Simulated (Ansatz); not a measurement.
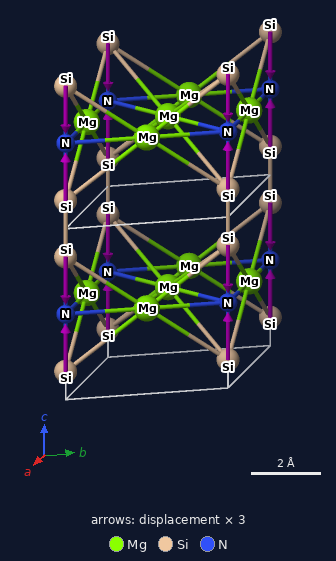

A relaxation of crystalline Mg₃Si₂N (a generated structure, set up in P6/mmm) (coarse preliminary run). The starting structure is drawn; purple arrows show the displacements (the part carried along by the change of the cell is left out), 3 times their true length.

A ball-and-stick model of the cell of the calculation, repeated 1 × 1 × 2 with one cell outlined, seen slightly off an axis.

Computed with DFT PBE, scalar-relativistic, plane waves, PAW in Ansatz 0.2.0. Set-up: plane-wave cutoff 420 eV; k-point mesh 6 × 6 × 4; occupations gaussian; smearing width 0.1 eV; no spin polarisation; cell and atoms relaxed; force threshold 0.04 eV/Å; at most 70 steps.

### What happened in the run?

The largest moves relative to the cell, 0.48 Å, are those of Si atoms. Mg and N stay in place. The drawn cell changes as follows: a = b 4.936 → 5.620 Å (+13.9 %), c 5.187 → 6.571 Å (+26.7 %); the volume changes by +64.2 %. Among the contacts that change: Si–Si 1.717 → 3.144 Å, Mg–N 2.468 → 2.810 Å, Mg–Mg 2.468 → 2.810 Å, Mg–Si 3.017 → 3.291 Å. Bonds break: Si–Si (1.72 → 3.14 Å). The space group stays P6/mmm (No. 191). After 11 accepted moves (13 points after the start) the energy has fallen by 5.326 eV per cell of the calculation. Largest force component: 15 eV/Å at the start, 0.0027 eV/Å at the end. Pressure: 27.73 GPa at the start and 0.01 GPa at the end. At 2 points the geometry stayed and the basis and grid were re-selected for the new cell (energy shift of 0.194 eV per cell of the calculation at most each time).
